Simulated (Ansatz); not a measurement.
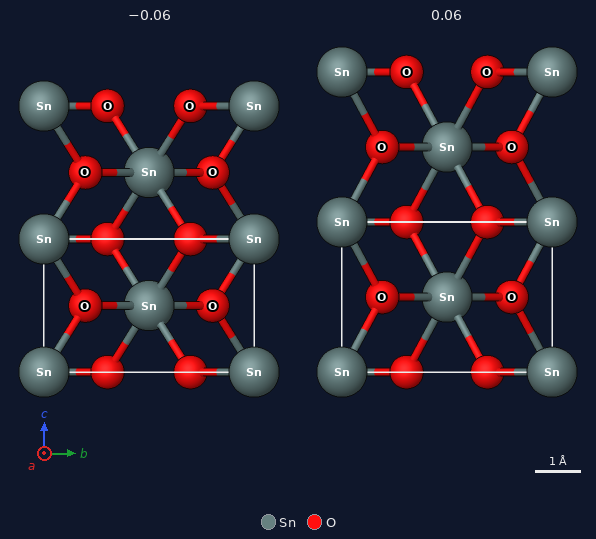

Solid SnO$_{2}$ (set up in Pnnm), under strain along c alone (the other axes held, atoms relaxed), with energies (extrapolated to zero smearing) counted from the relaxed crystal, which is the row at zero. The picture shows the first and the last member. Style: ball-and-stick. Shown: the cell of the calculation, repeated 1 × 1 × 2 with one cell outlined, along the a axis.

Computed with Ansatz 0.2.0: DFT PBEsol, scalar-relativistic, plane waves, PAW. Set-up: plane-wave cutoff 420 eV; k-point mesh 6 × 6 × 8; occupations gaussian; smearing width 0.02 eV; no spin polarisation; atoms relaxed in a fixed cell; force threshold 0.008 eV/Å.

```csv
strain,energy (meV/atom),a (Å),c (Å),band gap (eV)
−0.06,62.63,4.769,3.019,1.71
−0.04,26.72,4.769,3.083,1.46
−0.02,6.42,4.769,3.148,1.19
0.0,0.00,4.769,3.212,0.92
0.02,?,?,?,?
0.04,22.43,4.769,3.340,0.38
0.06,48.17,4.769,3.405,0.12
```

> Fill in the missing row.

A parabola through three neighbouring rows (0.0, 0.04, 0.06) gives, with Lagrange weights, (0.3333)(0.00) + (1.0000)(22.43) + (−0.3333)(48.17) = 6.37 meV/atom. The calculation gives 5.86 meV/atom (a = 4.769 Å, c = 3.276 Å). The estimate is 0.51 meV/atom too high. For the gap a parabola through the rows 0.0, 0.04, 0.06 gives 0.65 eV, and the calculation 0.64 eV (semilocal gaps, lower than measured ones as a rule). From the first member to the last: O–Sn 2.013 → 2.139 Å, O–Sn 2.041 → 2.077 Å.

The whole series:

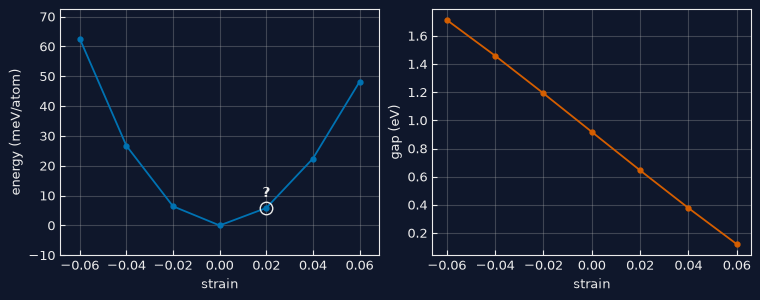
